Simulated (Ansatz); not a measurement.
# Geometry relaxation of In15P16 (part 2 of 3)

In15P16 (defect cell, 31 atoms in the cell); DFT PBE, scalar-relativistic, plane waves, PAW, spin-polarised (Ansatz 0.2.0); cutoff 420 eV, 2×2×2 k-mesh, Gaussian smearing of 0.02 eV, collinear spins. The structure derives from a Materials Project entry. It belongs to a series of runs on one base structure; here: In vacancy (site a), charge +0, atoms relaxed at the host's cell, started again with a moment of 3 μB.

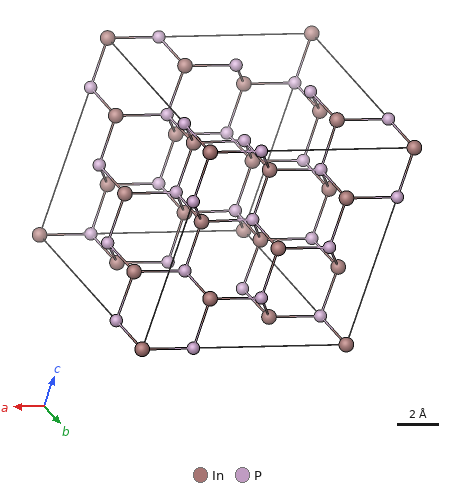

*The geometry at step 3 of the log (ball-and-stick view of the cell of the calculation, seen at an oblique angle).*

### Output, continued
```
Fermi energy:    5.628853 eV
--- Per-component energies (eV) ---
  E_band       = -1032.686706
  E_kinetic    = 4741.774271
  E_local      = -22421.138770  (includes V_loc(G=0)·N_el)
  E_nonlocal   = 6052.531452
  E_hartree    = 8860.685983
  E_xc         = -4195.016148
  E_vxc        = -2437.891112  (∫ρ·V_xc dr)
  E_paw        = -71444.870704  (= ΣΔE_a)
  E_vpaw       = -4689.332617  (= ΣTr[D̂ρ^β])
  E_aug_tail   = 0.000428  (compensation charges beyond the density's cutoff)
  E_ewald      = -17655.810269
  E_smearing   = -0.000000  (= −TS)
  E_closure    = -0.000000  (closes the sum)
  Σ components = -96061.843757   (vs F -96061.843757, Δ=0.00e0)
--- Forces (eV/Å), atoms counted from 1 ---
  atom   1  In    -0.00104103     0.00326855    -0.00326855
  atom   2  In    -0.00000000     0.00000000     0.00000000
  atom   3  In     0.00326855    -0.00326855    -0.00104103
  atom   4  In    -0.00104103    -0.00326855     0.00326855
  atom   5  In     0.00326855    -0.00104103    -0.00326855
  atom   6  In    -0.00326855    -0.00326855     0.00104103
  atom   7  In    -0.00000000    -0.00000000    -0.00000000
  atom   8  In    -0.00326855     0.00104103    -0.00326855
  atom   9  In     0.00104103     0.00326855     0.00326855
  atom  10  In     0.00000000    -0.00000000     0.00000000
  atom  11  In    -0.00326855     0.00326855    -0.00104103
  atom  12  In     0.00104103    -0.00326855    -0.00326855
  atom  13  In     0.00326855     0.00104103     0.00326855
  atom  14  In     0.00326855     0.00326855     0.00104103
  atom  15  In    -0.00326855    -0.00104103     0.00326855
  atom  16  P      0.00348112    -0.00348112    -0.00348112
  atom  17  P     -0.00096402    -0.00202833    -0.00096402
  atom  18  P     -0.00202833     0.00096402     0.00096402
  atom  19  P     -0.00348112     0.00348112    -0.00348112
  atom  20  P     -0.00096402    -0.00096402    -0.00202833
  atom  21  P     -0.00348112    -0.00348112     0.00348112
  atom  22  P      0.00202833    -0.00096402     0.00096402
  atom  23  P     -0.00096402     0.00096402     0.00202833
  atom  24  P      0.00202833     0.00096402    -0.00096402
  atom  25  P     -0.00202833    -0.00096402    -0.00096402
  atom  26  P     -0.00096402     0.00202833     0.00096402
  atom  27  P      0.00096402    -0.00096402     0.00202833
  atom  28  P      0.00348112     0.00348112     0.00348112
  atom  29  P      0.00096402     0.00096402    -0.00202833
  atom  30  P      0.00096402    -0.00202833     0.00096402
  atom  31  P      0.00096402     0.00202833    -0.00096402
  max |Σ_I F_I| component: 3.90e-18 eV/Å
--- Band table (eV) ---
  k-point 0 ↑: bands = ["-8.3105", "-8.3105", "-8.3105", "-8.3090", "-8.3090", "-8.3086", "-8.3086", "-8.3086", "-8.3068", "-8.2729", "-8.2729", "-8.2729", "-8.2462", "-8.2254", "-8.2254", "-8.2254", "-8.1738", "-8.1738", "-8.1738", "-8.1725", "-8.1725", "-8.1582", "-8.1582", "-8.1582", "-8.1486", "-8.1421", "-8.1421", "-8.1421", "-8.1361", "-8.1361", "-8.1361", "-8.1349", "-8.1349", "-8.1315", "-8.1315", "-8.1315", "-8.1265", "-8.1265", "-8.1265", "-8.1209",
      "-8.1209", "-8.1192", "-8.1192", "-8.1192", "-8.1141", "-8.0972", "-8.0972", "-8.0972", "-8.0918", "-8.0918", "-8.0918", "-8.0704", "-8.0694", "-8.0694", "-8.0694", "-8.0607", "-8.0607", "-8.0577", "-8.0577", "-8.0577", "-8.0558", "-8.0558", "-8.0558", "-8.0430", "-8.0430", "-8.0430", "-8.0419", "-8.0419", "-8.0394", "-8.0394", "-8.0394", "-8.0350", "-8.0350", "-8.0350", "-8.0345", "-4.6680", "-4.6680", "-4.6680", "-4.4956", "-3.5073",
      "-3.5073", "-3.5073", "-3.4968", "-3.4968", "-3.4951", "-3.4951", "-3.4951", "-3.4938", "-3.4938", "-3.4938", "-3.2400", "0.7701", "0.7701", "0.7701", "0.7967", "0.7967", "0.7993", "0.7993", "0.7993", "0.8266", "0.8266", "0.8266", "2.0307", "2.5863", "2.5863", "2.5863", "3.1194", "3.3686", "3.3686", "3.3686", "3.3737", "3.3737", "3.4013", "3.4013", "3.4013", "3.5825", "3.5825", "3.5825", "4.2745", "4.2745",
      "4.2745", "4.2876", "4.2909", "4.2909", "4.3010", "4.3010", "4.3010", "4.3229", "4.6244", "4.6244", "4.6244", "5.3784", "5.3784", "5.3819", "5.3819", "5.3819", "5.5618", "5.5618", "5.5618", "7.6044", "7.6044", "7.6044", "7.8510", "8.4542", "8.4542", "8.4542", "8.4636", "8.4636", "8.4735", "8.4735", "8.4735", "8.6490", "8.6490", "8.6490", "9.2559", "10.1404", "10.1404", "10.1404", "10.1678", "10.1678",
      "10.1678", "10.2075", "10.2075", "10.2887", "10.2887", "10.2887", "10.6723", "10.6723", "10.6778", "10.6778"]
  k-point 1 ↑: bands = ["-8.3275", "-8.3275", "-8.3221", "-8.3068", "-8.3021", "-8.3021", "-8.2975", "-8.2865", "-8.2865", "-8.2772", "-8.2710", "-8.2627", "-8.2571", "-8.2451", "-8.2451", "-8.2083", "-8.1776", "-8.1776", "-8.1664", "-8.1664", "-8.1662", "-8.1657", "-8.1506", "-8.1485", "-8.1485", "-8.1463", "-8.1450", "-8.1446", "-8.1446", "-8.1437", "-8.1414", "-8.1414", "-8.1381", "-8.1381", "-8.1341", "-8.1341", "-8.1338", "-8.1261", "-8.1261", "-8.1226",
      "-8.1155", "-8.1143", "-8.1096", "-8.1082", "-8.1082", "-8.1068", "-8.0942", "-8.0932", "-8.0894", "-8.0867", "-8.0865", "-8.0836", "-8.0669", "-8.0649", "-8.0649", "-8.0646", "-8.0646", "-8.0598", "-8.0523", "-8.0507", "-8.0503", "-8.0483", "-8.0483", "-8.0474", "-8.0471", "-8.0469", "-8.0449", "-8.0449", "-8.0425", "-8.0425", "-8.0394", "-8.0394", "-8.0392", "-8.0348", "-8.0292", "-5.0231", "-4.2947", "-4.2947", "-4.2848", "-4.1585",
      "-3.8017", "-3.7936", "-3.7936", "-3.6910", "-3.5744", "-3.3312", "-3.3312", "-3.3241", "-3.2392", "-3.1170", "-3.1170", "0.4538", "0.5039", "0.7166", "0.7360", "0.7360", "0.7512", "0.8318", "0.8318", "0.8458", "1.0567", "1.6610", "2.0973", "2.1246", "2.1246", "2.9200", "2.9209", "2.9795", "2.9795", "3.3528", "3.4479", "3.5299", "3.5299", "3.5943", "3.9931", "3.9931", "4.0841", "4.0843", "4.0843", "4.0876",
      "4.1109", "4.1109", "4.1114", "4.1200", "4.1541", "4.3541", "4.3541", "4.4642", "4.8264", "4.8958", "4.9328", "4.9328", "4.9758", "4.9810", "5.1405", "5.1825", "5.1825", "5.5291", "5.5291", "7.8829", "8.0102", "8.1512", "8.1512", "8.2377", "8.3121", "8.5893", "8.7293", "8.7293", "8.8680", "8.9048", "8.9048", "8.9252", "8.9763", "9.1670", "9.2749", "9.3131", "9.3131", "9.4639", "9.4780", "9.5527",
      "9.6771", "9.6771", "10.4071", "10.5558", "10.5644", "10.5644", "10.6000", "10.6373", "10.6413", "10.6413"]
  k-point 0 ↓: bands = ["-8.3042", "-8.3042", "-8.3042", "-8.3039", "-8.3039", "-8.3017", "-8.3017", "-8.3017", "-8.2960", "-8.2597", "-8.2597", "-8.2597", "-8.2330", "-8.2154", "-8.2154", "-8.2154", "-8.1698", "-8.1698", "-8.1697", "-8.1697", "-8.1697", "-8.1539", "-8.1539", "-8.1539", "-8.1446", "-8.1382", "-8.1382", "-8.1382", "-8.1328", "-8.1328", "-8.1328", "-8.1310", "-8.1310", "-8.1262", "-8.1262", "-8.1262", "-8.1243", "-8.1243", "-8.1243", "-8.1165",
      "-8.1165", "-8.1143", "-8.1143", "-8.1143", "-8.1129", "-8.0931", "-8.0931", "-8.0931", "-8.0894", "-8.0894", "-8.0894", "-8.0669", "-8.0660", "-8.0660", "-8.0660", "-8.0591", "-8.0591", "-8.0562", "-8.0562", "-8.0562", "-8.0546", "-8.0546", "-8.0546", "-8.0399", "-8.0399", "-8.0399", "-8.0392", "-8.0392", "-8.0369", "-8.0369", "-8.0369", "-8.0336", "-8.0336", "-8.0336", "-8.0335", "-4.5969", "-4.5969", "-4.5969", "-4.3381", "-3.4536",
      "-3.4536", "-3.4536", "-3.4504", "-3.4504", "-3.4504", "-3.4500", "-3.4500", "-3.1503", "-3.1503", "-3.1503", "-2.9534", "0.8055", "0.8055", "0.8055", "0.8342", "0.8342", "0.8342", "0.8374", "0.8374", "0.9039", "0.9039", "0.9039", "2.1801", "2.6547", "2.6547", "2.6547", "3.2204", "3.4208", "3.4208", "3.4208", "3.4390", "3.4390", "3.4390", "3.4597", "3.4597", "3.7015", "3.7015", "3.7015", "4.3198", "4.3198",
      "4.3198", "4.3386", "4.3665", "4.3665", "4.3886", "4.3886", "4.3886", "4.8771", "4.8953", "4.8953", "4.8953", "5.4369", "5.4369", "5.4395", "5.4395", "5.4395", "6.0830", "6.0830", "6.0830", "7.6729", "7.6729", "7.6729", "7.9451", "8.5034", "8.5034", "8.5034", "8.5034", "8.5034", "8.5034", "8.5297", "8.5297", "8.7332", "8.7332", "8.7332", "9.3452", "10.2233", "10.2233", "10.2233", "10.2255", "10.2255",
      "10.2255", "10.2471", "10.2471", "10.3526", "10.3526", "10.3526", "10.7014", "10.7014", "10.7014", "10.7186"]
  k-point 1 ↓: bands = ["-8.3205", "-8.3205", "-8.3150", "-8.3005", "-8.2955", "-8.2955", "-8.2906", "-8.2793", "-8.2793", "-8.2682", "-8.2588", "-8.2583", "-8.2398", "-8.2292", "-8.2292", "-8.2023", "-8.1731", "-8.1731", "-8.1630", "-8.1630", "-8.1623", "-8.1615", "-8.1462", "-8.1448", "-8.1448", "-8.1432", "-8.1409", "-8.1406", "-8.1403", "-8.1403", "-8.1379", "-8.1366", "-8.1341", "-8.1341", "-8.1305", "-8.1304", "-8.1304", "-8.1227", "-8.1227", "-8.1189",
      "-8.1116", "-8.1104", "-8.1060", "-8.1044", "-8.1044", "-8.1028", "-8.0908", "-8.0897", "-8.0869", "-8.0834", "-8.0825", "-8.0802", "-8.0653", "-8.0635", "-8.0635", "-8.0614", "-8.0614", "-8.0582", "-8.0500", "-8.0483", "-8.0479", "-8.0458", "-8.0456", "-8.0456", "-8.0456", "-8.0439", "-8.0433", "-8.0433", "-8.0412", "-8.0412", "-8.0368", "-8.0368", "-8.0364", "-8.0321", "-8.0281", "-4.9395", "-4.2410", "-4.1973", "-4.1973", "-4.0503",
      "-3.7127", "-3.6837", "-3.6837", "-3.6034", "-3.2823", "-3.2782", "-3.2207", "-3.2207", "-2.9454", "-2.9154", "-2.9154", "0.4893", "0.5415", "0.7514", "0.7780", "0.7780", "0.7820", "0.8900", "0.8900", "0.9010", "1.1257", "1.7708", "2.1360", "2.2016", "2.2016", "2.9637", "3.0035", "3.0514", "3.0514", "3.5104", "3.5462", "3.5985", "3.5985", "3.7978", "4.0509", "4.0509", "4.1180", "4.1394", "4.1394", "4.1491",
      "4.1809", "4.1823", "4.1887", "4.1887", "4.2448", "4.5254", "4.5254", "4.6411", "4.9463", "5.0118", "5.0118", "5.0561", "5.0636", "5.2898", "5.3393", "5.3393", "5.6959", "6.0273", "6.0273", "7.9851", "8.0610", "8.2251", "8.2251", "8.3121", "8.3693", "8.6605", "8.7729", "8.7729", "8.9177", "8.9870", "9.0103", "9.0103", "9.0333", "9.2550", "9.3294", "9.3714", "9.3714", "9.4861", "9.5154", "9.6299",
      "9.7465", "9.7465", "10.4928", "10.6059", "10.6059", "10.6189", "10.6499", "10.7108", "10.7108", "10.7204"]
--- Relaxed structure (3 steps of the walk, 3 accepted, 0 SCFs on fresh bases) ---
  F+E_penalty+E_count = -96061.84375709 eV   max|allowed force component| = 3.481e-3 eV/Å
  atoms:
    - { symbol: In, position: [0.5, 0.7477747378621874, 0.7522189812768423] }
    - { symbol: In, position: [0.49999999999999994, 2.6994519253244724e-20, 0.49999999999999994] }
    - { symbol: In, position: [0.7477747378621874, 0.2522189812768423, 0.0] }
    - { symbol: In, position: [0.5, 0.2522189812768424, 0.2477747378621875] }
    - { symbol: In, position: [0.7477747378621874, 0.5, 0.7522189812768423] }
    - { symbol: In, position: [0.7477810187231577, 0.7477810187231577, 0.4955557565853452] }
    - { symbol: In, position: [5.2815363756348107e-20, 2.6994519253244718e-20, 2.3473495002822944e-21] }
    - { symbol: In, position: [0.7477810187231577, -0.004444243414654769, 0.24778101872315772] }
    - { symbol: In, position: [0.004444243414654797, 0.2522252621378125, 0.7522252621378125] }
    - { symbol: In, position: [5.2815363756347824e-20, 0.49999999999999994, 0.49999999999999994] }
    - { symbol: In, position: [0.2522189812768423, 0.7477747378621874, 0.0] }
    - { symbol: In, position: [-0.004444243414654769, 0.7477810187231577, 0.24778101872315772] }
    - { symbol: In, position: [0.2522252621378125, 0.004444243414654797, 0.7522252621378125] }
    - { symbol: In, position: [0.25222526213781243, 0.25222526213781243, 0.5044442434146548] }
    - { symbol: In, position: [0.2522189812768424, 0.5, 0.2477747378621875] }
    - { symbol: P, position: [0.2575486748814898, 0.4999999999999999, 0.0] }
    - { symbol: P, position: [0.2506204493060019, 0.7516112198528788, 0.7506204493060017] }
    - { symbol: P, position: [0.2483887801471211, -0.0009907705468770317, 0.4990092294531229] }
    - { symbol: P, position: [0.4999999999999999, 0.2575486748814898, 0.0] }
    - { symbol: P, position: [0.25062044930600186, 0.25062044930600186, 0.2516112198528788] }
    - { symbol: P, position: [0.4999999999999999, 0.4999999999999999, 0.7575486748814897] }
    - { symbol: P, position: [0.5, 0.7493795506939982, 0.5009907705468769] }
    - { symbol: P, position: [0.7493795506939982, 0.0009907705468768513, 0.0] }
    - { symbol: P, position: [0.49999999999999994, 0.000990770546877004, 0.24937955069399814] }
    - { symbol: P, position: [0.7516112198528788, 0.2506204493060019, 0.7506204493060017] }
    - { symbol: P, position: [0.7493795506939982, 0.5, 0.5009907705468769] }
    - { symbol: P, position: [0.0009907705468768513, 0.7493795506939982, 0.0] }
    - { symbol: P, position: [0.7424513251185101, 0.7424513251185101, 0.24245132511851009] }
    - { symbol: P, position: [-0.0009907705468770178, -0.0009907705468770178, 0.7483887801471211] }
    - { symbol: P, position: [-0.0009907705468770317, 0.2483887801471211, 0.4990092294531229] }
    - { symbol: P, position: [0.000990770546877004, 0.49999999999999994, 0.24937955069399814] }
--- Löwdin populations: 31 sites ---
  site symbol       q [e]    m [muB]
     0     In     12.7074    -0.0027
     1     In     12.6972     0.0164
     2     In     12.7074    -0.0027
     3     In     12.7074    -0.0027
     4     In     12.7074    -0.0027
     5     In     12.7074    -0.0027
     6     In     12.6972     0.0164
     7     In     12.7074    -0.0027
     8     In     12.7074    -0.0027
     9     In     12.6972     0.0164
    10     In     12.7074    -0.0027
    11     In     12.7074    -0.0027
    12     In     12.7074    -0.0027
    13     In     12.7074    -0.0027
    14     In     12.7074    -0.0027
    15      P      5.1818     0.5616
    16      P      5.2501     0.0602
    17      P      5.2501     0.0602
    18      P      5.1818     0.5616
    19      P      5.2501     0.0602
    20      P      5.1818     0.5616
    21      P      5.2501     0.0602
    22      P      5.2501     0.0602
    23      P      5.2501     0.0602
    24      P      5.2501     0.0602
    25      P      5.2501     0.0602
    26      P      5.2501     0.0602
    27      P      5.1818     0.5616
    28      P      5.2501     0.0602
    29      P      5.2501     0.0602
    30      P      5.2501     0.0602
  spilling = 0.002514 (of n_electrons = 275.000000)
```
